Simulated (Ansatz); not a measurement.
```
Al O
1.0
     2.86227    0.00000    0.00000
    -1.43113    2.47880    0.00000
     0.00000    0.00000    9.33713
Al O
2 3
Direct
  0.00000 0.00000 0.85151
  0.00000 0.00000 0.14849
  0.33333 0.66667 0.77883
  0.66667 0.33333 0.00000
  0.33333 0.66667 0.22117
```

Space group P-6m2; a structure from a database of computed crystals, not necessarily the ambient phase.

Level of theory: Kohn-Sham DFT of a periodic cell, PBEsol, Ansatz PAW (Ansatz 0.2.0).

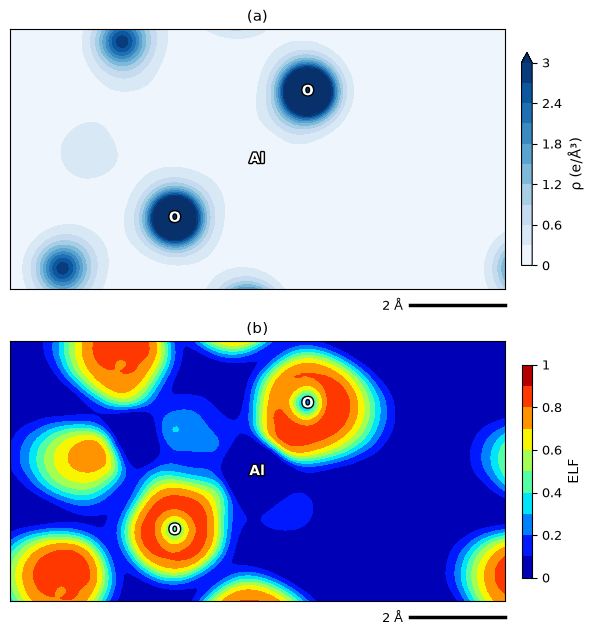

Al2O3. (a) valence charge density (pseudo); (b) electron localisation function on the (111) plane of the conventional cell.

Core electrons are frozen (PAW), and the valence fields are smoothed inside the atomic spheres.

Question: Interpret the plot.

Answer: The section cuts through Al and O sites.
Atoms just off the plane (Al, 0.4 Å away and O, 0.5 Å away) can leave unmarked features too.
Al–O (1.79 Å): the density is about 0.76 e/Å³ at the midpoint; the ELF peaks at about 0.85 in the valence shell of O, 0.7 Å from its nucleus, and is about 0.85 at the midpoint.
The density dies away to nearly zero in the voids.
The ELF also peaks beside O, away from the bonds: lone-pair regions.

Question: Does the calculation make it a metal, or give it a gap?

Answer: It is gapped, with a Kohn–Sham gap of 4.9 eV on the k-point mesh (the band edges may lie off the mesh, which would make the gap smaller).
